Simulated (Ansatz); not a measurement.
Ga: several calculations on one system

**1. A change**

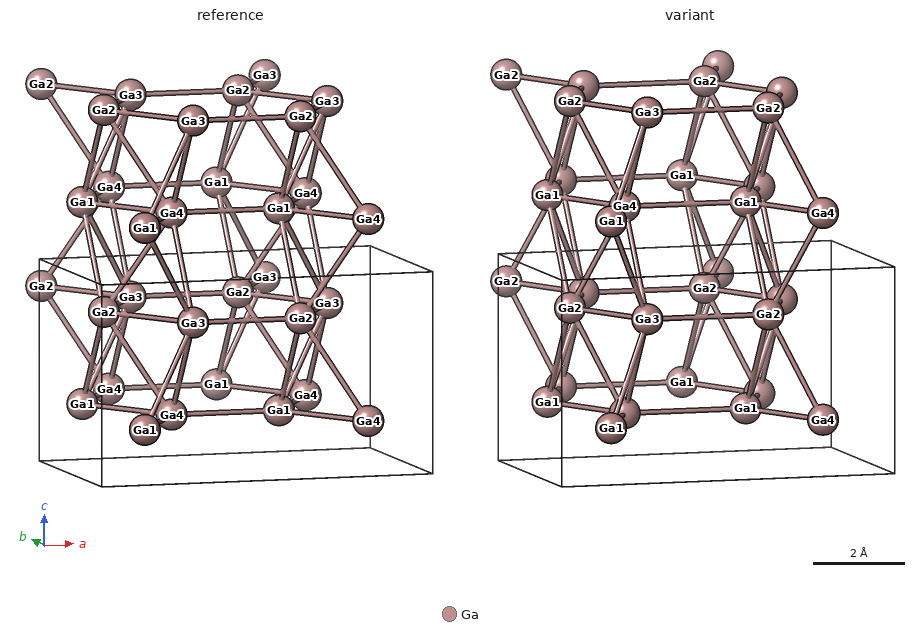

Left: a symmetric starting cell of Ga. Right: the same structure after one change, at the same scale. A ball-and-stick model of the conventional cell (2 times the calculation's cell), repeated 1 × 2 × 2 with one cell outlined, seen slightly off an axis. Lengths and directions refer to the drawn axes.

Theory: DFT PBE, scalar-relativistic, plane waves, PAW (Ansatz 0.2.0). Set-up: plane-wave cutoff 420 eV; k-point mesh 10 × 10 × 10; occupations gaussian; smearing width 0.1 eV; no spin polarisation.

> What was changed?

The cell is strained by +2.4 % along c, +1.9 % along b, +0.6 % along a (volume +4.9 %) and atoms are displaced by 0.15 Å relative to the cell: Ga3 0.15 Å along [−3 −1 0]. No relaxation follows. The starting cell wasn't computed here and needn't be at equilibrium, so pressure and forces aren't due to the change alone.

> And its effect?

Some distances before and after: Ga–Ga 2.479 → 2.792 Å, Ga–Ga 2.711 → 2.617 Å, Ga–Ga 2.684 → 2.592 Å, Ga–Ga 2.757 → 2.847 Å. The space group stays Cmcm (No. 63). The pressure is 2.9 GPa (not all of it need come from the change, since the unchanged cell can be under pressure at this level too). The principal stresses (compression positive) are 6.1 GPa along c, 5.5 GPa along b, −2.9 GPa along a. The largest forces, 1.3 eV/Å, act on Ga1, Ga2, Ga3 and Ga4; on Ga1 it points along [−3 −1 0]. The forces point straight back along the displacements (cosine −1.00).

**2. Distortion**

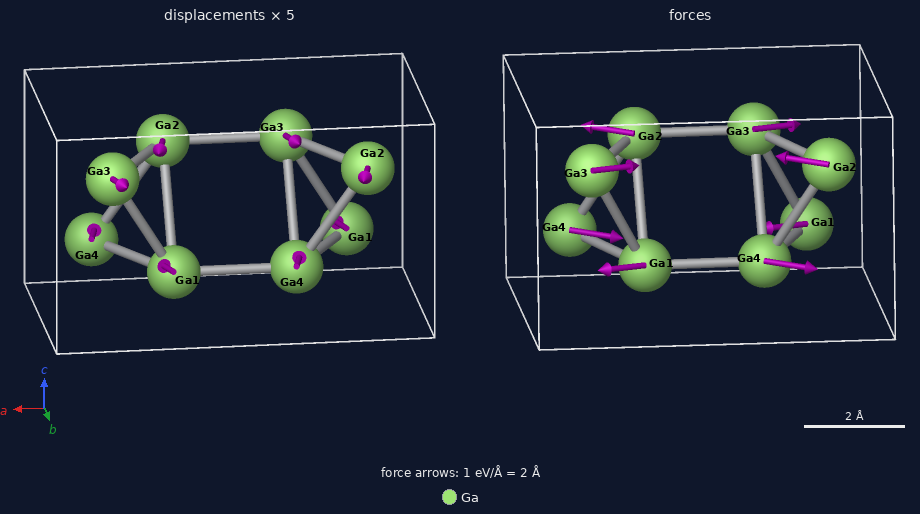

Left: a symmetric starting cell of Ga, with purple arrows for the displacements applied to it (without the part that the change of the cell carries along). Right: the displaced structure with the computed forces. Besides, the cell is strained by +4.4 % roughly along c, +2.3 % along b, −5.9 % along [3 0 −1] (volume +0.5 %). A ball-and-stick model of the conventional cell (2 times the calculation's cell), seen from a free direction. Lengths and directions refer to the drawn axes.

Theory: DFT PBE, scalar-relativistic, plane waves, PAW (Ansatz 0.2.0). (plane-wave cutoff 420 eV; k-point mesh 10 × 10 × 10; occupations gaussian; smearing width 0.1 eV; no spin polarisation)

> How do the forces relate to the distortion?

Atoms are displaced by 0.15 Å relative to the cell: Ga4 0.15 Å roughly along [−1 −3 0]. No relaxation follows. The starting cell wasn't computed here and needn't be at equilibrium, so pressure and forces aren't due to the change alone. Some distances before and after: Ga–Ga 2.711 → 2.780 to 2.862 Å, Ga–Ga 2.479 → 2.411 Å, Ga–Ga 2.757 → 2.697 Å, Ga–Ga 2.684 → 2.660 Å. The space group (tolerance 0.01 Å) goes from Cmcm (No. 63) to C2/c (No. 15). The pressure is 4.5 GPa (not all of it need come from the change, since the unchanged cell can be under pressure at this level too). The principal stresses (compression positive) are 9.3 GPa along [3 0 −1], 3.2 GPa roughly along c, 1.0 GPa along b. The largest forces, 0.56 eV/Å, act on Ga1, Ga2, Ga3 and Ga4; on Ga1 it points along [3 2 0]. The forces have little in common with the displacements (cosine −0.18).

**3. Distortion**

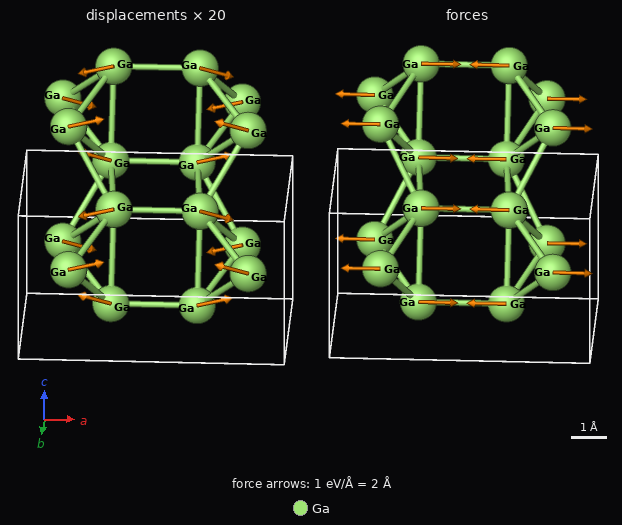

Left: a symmetric starting cell of Ga, with orange arrows for the displacements applied to it (without the part that the change of the cell carries along). Right: the displaced structure with the computed forces. Besides, the cell is strained by +1.0 % along c, −2.0 % along b, −2.1 % along a (volume −3.0 %). Style: ball-and-stick. Shown: the conventional cell (2 times the calculation's cell), repeated 1 × 1 × 2 with one cell outlined, from a free direction. Lengths and directions refer to the drawn axes.

Level of theory: Ansatz, DFT PBE, scalar-relativistic, plane waves, PAW. Set-up: plane-wave cutoff 420 eV; k-point mesh 10 × 10 × 10; occupations gaussian; smearing width 0.1 eV; no spin polarisation.

Question: How do the forces relate to the distortion?

Answer: Atoms are displaced by 0.06 Å relative to the cell. No relaxation follows. The starting cell wasn't computed here and needn't be at equilibrium, so pressure and forces aren't due to the change alone. The pressure is 5.8 GPa (not all of it need come from the change, since the unchanged cell can be under pressure at this level too). The principal stresses (compression positive) are 3.8 GPa along a and 6.9 GPa across it. The largest forces, 0.58 eV/Å, act on 4 Ga atoms of the calculation's cell. The forces mostly point back along the displacements (cosine −0.87). Near-neighbour distances before and after: Ga–Ga 2.684 → 2.582 Å, Ga–Ga 2.479 → 2.529 Å, Ga–Ga 2.757 → 2.723 Å, Ga–Ga 2.711 → 2.682 Å. The space group stays Cmcm (No. 63).
